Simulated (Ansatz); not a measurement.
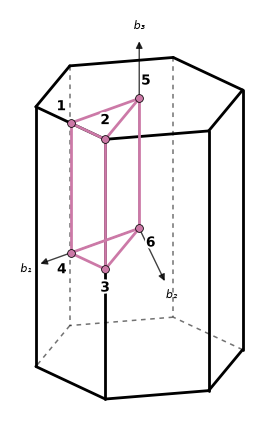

For W, the input geometry of an electronic-structure calculation (not necessarily at equilibrium); the starting structure was generated, so it need not be a known form of this composition: the first Brillouin zone of a primitive hexagonal lattice (hP; extended symbol hP2) is drawn with its special points numbered. All values are computed from the atomic coordinates in the standard setting (tolerance 0.002 Å).

a = 4.748 Å, b = 4.748 Å, c = 2.636 Å, α = 90.00°, β = 90.00°, γ = 120.00°.

Labels and path follow the convention of Hinuma et al. (2017), as computed by seekpath; the arrows show the directions of the reciprocal primitive vectors b₁, b₂, b₃, in which coordinates are given.

Which special point is each number?

```json
{"no.": "1", "label": "L", "coordinates": "(1/2, 0, 1/2)"}
{"no.": "2", "label": "H", "coordinates": "(1/3, 1/3, 1/2)"}
{"no.": "3", "label": "K", "coordinates": "(1/3, 1/3, 0)"}
{"no.": "4", "label": "M", "coordinates": "(1/2, 0, 0)"}
{"no.": "5", "label": "A", "coordinates": "(0, 0, 1/2)"}
{"no.": "6", "label": "Γ", "coordinates": "(0, 0, 0)"}
```
